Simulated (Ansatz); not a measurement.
**CO2: field-gradient calculation (part 2 of 2)**

The same run, continued: CO2 (R-3c, 24 atoms in the cell); DFT, PBE, plane-wave PAW, default files, scalar-relativistic, no spin polarisation (Ansatz 0.2.0); cutoff 420 eV, 4×4×4 k-mesh, Fermi–Dirac smearing of 0.02 eV. The structure derives from a Materials Project entry.

Output, continued:
```
  k-point 1: bands = ["-22.2747", "-22.1701", "-22.1425", "-22.0893", "-22.0609", "-22.0480", "-22.0348", "-22.0083", "-21.1670", "-21.1656", "-21.1542", "-21.1395", "-21.1345", "-21.1296", "-21.0737", "-21.0310", "-7.2157", "-7.1530", "-7.1136", "-7.0829", "-6.9560", "-6.9506", "-6.9080", "-6.8903", "-6.3936", "-6.3754", "-6.3285", "-6.3139", "-6.2050", "-6.0187", "-6.0113", "-5.9510", "-5.7738", "-5.7015", "-5.6957", "-5.6632", "-5.6263", "-5.5148", "-5.5089", "-5.3911", "-5.3351", "-5.2895", "-5.2854", "-5.2516", "-5.1646", "-5.1609", "-5.0478", "-5.0300", "-2.4644", "-2.4037", "-2.3390", "-2.2620", "-2.2270", "-2.1723", "-2.1133", "-2.0736", "-2.0367", "-1.9600", "-1.9352", "-1.9319", "-1.8273", "-1.7877", "-1.7153", "-1.6724", "5.3301", "5.9171", "5.9637", "6.0707", "6.2128", "6.2374", "6.3314", "6.5184", "6.5322", "6.6535", "6.7871", "6.8220", "6.9371", "7.0422", "7.0993", "7.1293", "7.2164", "7.3157", "8.1316", "8.2185", "8.8823", "9.0023", "9.2853", "9.5265"]
  k-point 2: bands = ["-22.2218", "-22.2218", "-22.1164", "-22.1164", "-22.0537", "-22.0537", "-22.0249", "-22.0249", "-21.1651", "-21.1651", "-21.1477", "-21.1477", "-21.1275", "-21.1275", "-21.0548", "-21.0548", "-7.1414", "-7.1414", "-7.0948", "-7.0948", "-7.0029", "-7.0029", "-6.8989", "-6.8989", "-6.3559", "-6.3559", "-6.3297", "-6.3297", "-6.0826", "-6.0826", "-5.9185", "-5.9185", "-5.7079", "-5.7079", "-5.6749", "-5.6749", "-5.5849", "-5.5849", "-5.4948", "-5.4948", "-5.4144", "-5.4144", "-5.2666", "-5.2666", "-5.1655", "-5.1655", "-5.0612", "-5.0612", "-2.4355", "-2.4355", "-2.2855", "-2.2855", "-2.1886", "-2.1886", "-2.1269", "-2.1269", "-1.9849", "-1.9849", "-1.8990", "-1.8990", "-1.7827", "-1.7827", "-1.7241", "-1.7241", "5.9841", "5.9841", "6.0637", "6.0637", "6.2536", "6.2536", "6.3874", "6.3874", "6.4909", "6.4909", "6.6326", "6.6326", "6.9655", "6.9655", "6.9754", "6.9754", "7.1970", "7.1970", "8.3954", "8.3954", "8.8897", "8.8897", "9.1706", "9.1706"]
  k-point 12: bands = ["-22.1247", "-22.1247", "-22.1247", "-22.1247", "-22.1209", "-22.1209", "-22.0587", "-22.0587", "-21.1398", "-21.1398", "-21.1355", "-21.1355", "-21.1355", "-21.1355", "-21.0730", "-21.0730", "-7.0715", "-7.0715", "-7.0715", "-7.0715", "-6.9947", "-6.9947", "-6.9864", "-6.9864", "-6.1601", "-6.1601", "-6.1192", "-6.1192", "-6.1192", "-6.1192", "-5.9934", "-5.9934", "-5.6065", "-5.6065", "-5.6065", "-5.6065", "-5.5372", "-5.5372", "-5.5343", "-5.5343", "-5.5343", "-5.5343", "-5.3556", "-5.3556", "-5.3556", "-5.3556", "-5.3332", "-5.3332", "-2.3129", "-2.3129", "-2.3129", "-2.3129", "-2.1843", "-2.1843", "-2.1843", "-2.1843", "-1.9476", "-1.9476", "-1.8626", "-1.8626", "-1.7344", "-1.7344", "-1.7344", "-1.7344", "6.4559", "6.4559", "6.5035", "6.5035", "6.5855", "6.5855", "6.5855", "6.5855", "6.6814", "6.6814", "6.6814", "6.6814", "6.7347", "6.7347", "6.7347", "6.7347", "7.6509", "7.6509", "7.7836", "7.7836", "7.7836", "7.7836", "7.9104", "7.9104"]
--- Löwdin populations: 24 sites ---
  site symbol       q [e]
     0      C      3.2292
     1      C      3.2292
     2      C      3.2295
     3      C      3.2295
     4      C      3.2295
     5      C      3.2295
     6      C      3.2295
     7      C      3.2295
     8      O      6.2747
     9      O      6.2747
    10      O      6.2747
    11      O      6.2747
    12      O      6.2723
    13      O      6.2723
    14      O      6.2723
    15      O      6.2723
    16      O      6.2723
    17      O      6.2723
    18      O      6.2723
    19      O      6.2723
    20      O      6.2723
    21      O      6.2723
    22      O      6.2723
    23      O      6.2723
  spilling = 0.014043 (of n_electrons = 128.000000)
```

File populations.tsv:
```
# site	symbol	l	j	q
# orbitals = lowdin
# n_electrons = 128.000000
# spilling = 0.014043
0	C	0_2S	-	0.749718
0	C	1_2P	-	2.479515
1	C	0_2S	-	0.749718
1	C	1_2P	-	2.479515
2	C	0_2S	-	0.749589
2	C	1_2P	-	2.479932
3	C	0_2S	-	0.749589
3	C	1_2P	-	2.479932
4	C	0_2S	-	0.749589
4	C	1_2P	-	2.479932
5	C	0_2S	-	0.749589
5	C	1_2P	-	2.479932
6	C	0_2S	-	0.749589
6	C	1_2P	-	2.479932
7	C	0_2S	-	0.749589
7	C	1_2P	-	2.479932
8	O	0_2S	-	1.645407
8	O	1_2P	-	4.629298
9	O	0_2S	-	1.645407
9	O	1_2P	-	4.629298
10	O	0_2S	-	1.645407
10	O	1_2P	-	4.629298
11	O	0_2S	-	1.645407
11	O	1_2P	-	4.629298
12	O	0_2S	-	1.646081
12	O	1_2P	-	4.626257
13	O	0_2S	-	1.646081
13	O	1_2P	-	4.626257
14	O	0_2S	-	1.646081
14	O	1_2P	-	4.626257
15	O	0_2S	-	1.646081
15	O	1_2P	-	4.626257
16	O	0_2S	-	1.646081
16	O	1_2P	-	4.626257
17	O	0_2S	-	1.646081
17	O	1_2P	-	4.626257
18	O	0_2S	-	1.646081
18	O	1_2P	-	4.626257
19	O	0_2S	-	1.646081
19	O	1_2P	-	4.626257
20	O	0_2S	-	1.646081
20	O	1_2P	-	4.626257
21	O	0_2S	-	1.646081
21	O	1_2P	-	4.626257
22	O	0_2S	-	1.646081
22	O	1_2P	-	4.626257
23	O	0_2S	-	1.646081
23	O	1_2P	-	4.626257
```

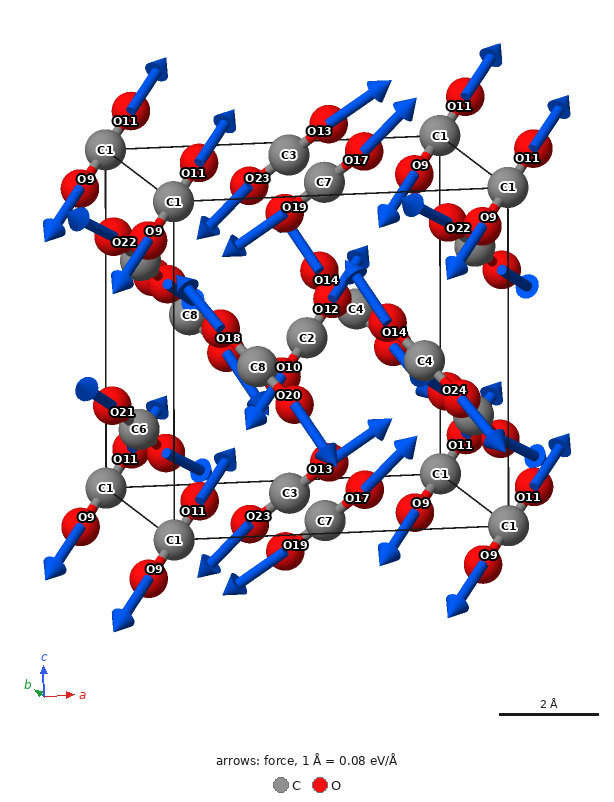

Fig. 1: Forces on the atoms as blue arrows (ball-and-stick view of the cell of the calculation, seen slightly off an axis; atoms are numbered from 1 in the order of the input). The largest act on all 16 O atoms (0.13 eV/Å). The geometry is not a stationary point of this energy.

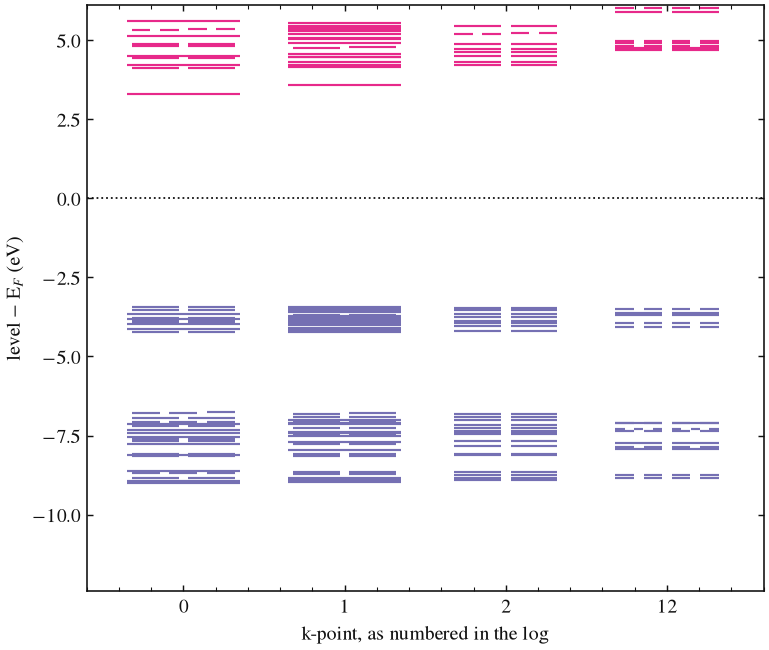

Fig. 2: Kohn–Sham levels near the Fermi level (dotted) at the few k-points that the log prints; levels within 0.02 eV of each other stand side by side. Among these points the highest filled and lowest empty levels are 6.74 eV apart; the gap on the full mesh, 6.66 eV, has an edge at a point that isn't printed.

The run was set up as follows.

The input:
```yaml
crystal:
  lattice:
    - [4.8917483997, 2.8242522554, 4.0518269967]
    - [-4.8917483997, 2.8242522554, 4.0518269967]
    - [0.0, -5.6485045107, 4.0518269967]
  atoms:
    - { symbol: C, position: [0.0, 0.0, 0.0] }
    - { symbol: C, position: [0.5, 0.5, 0.5] }
    - { symbol: C, position: [0.49788254, 0.75, 0.00211746] }
    - { symbol: C, position: [0.75, 0.00211746, 0.49788254] }
    - { symbol: C, position: [0.00211746, 0.49788254, 0.75] }
    - { symbol: C, position: [0.99788254, 0.50211746, 0.25] }
    - { symbol: C, position: [0.50211746, 0.25, 0.99788254] }
    - { symbol: C, position: [0.25, 0.99788254, 0.50211746] }
    - { symbol: O, position: [0.90400767, 0.90400767, 0.90400767] }
    - { symbol: O, position: [0.40400767, 0.40400767, 0.40400767] }
    - { symbol: O, position: [0.09599233, 0.09599233, 0.09599233] }
    - { symbol: O, position: [0.59599233, 0.59599233, 0.59599233] }
    - { symbol: O, position: [0.59855696, 0.66029429, 0.10287958] }
    - { symbol: O, position: [0.66029429, 0.10287958, 0.59855696] }
    - { symbol: O, position: [0.10287958, 0.59855696, 0.66029429] }
    - { symbol: O, position: [0.09855696, 0.60287958, 0.16029429] }
    - { symbol: O, position: [0.60287958, 0.16029429, 0.09855696] }
    - { symbol: O, position: [0.16029429, 0.09855696, 0.60287958] }
    - { symbol: O, position: [0.40144304, 0.33970571, 0.89712042] }
    - { symbol: O, position: [0.33970571, 0.89712042, 0.40144304] }
    - { symbol: O, position: [0.89712042, 0.40144304, 0.33970571] }
    - { symbol: O, position: [0.90144304, 0.39712042, 0.83970571] }
    - { symbol: O, position: [0.39712042, 0.83970571, 0.90144304] }
    - { symbol: O, position: [0.83970571, 0.90144304, 0.39712042] }
kpoints:
  mp_grid: { grid: [4, 4, 4] }
scf:
  occupations: { method: fermi_dirac, width: 0.02 }
hamiltonian:
  xc: pbe
  pseudopotentials: { kind: paw }
output:
  forces: true
  stress: true
  populations: true
  efg: { quadrupole_moments_barn: { O: -0.02558 }, contact_densities: true }
```

Command:
```bash
ansatz run input.yaml --threads 1 --pin off --max-ram 2560MiB --backend cpu --events-out ev --progress --plain --runs-dir out
```

Results in brief:

- outcome: converged
- space group (tolerance 0.01 Å): R-3c (167)
- electrons treated: 128
- free energy: −11078.7964 eV
- Fermi energy: 1.757 eV
- gap on the k-point mesh: 6.66 eV
- pressure: 2.43 GPa
- field gradient V_zz (10²¹ V/m²): C −2.91, C −2.91, C −2.91, C −2.91, C −2.91, C −2.91, C −2.91, C −2.91 (the first 8 of 24 sites)
- largest force (length of the vector): 0.133 eV/Å
- hardware: 1 thread of an Arm (aarch64) CPU, shared host
- wall time: 44 s
- peak memory: 0.67 GiB
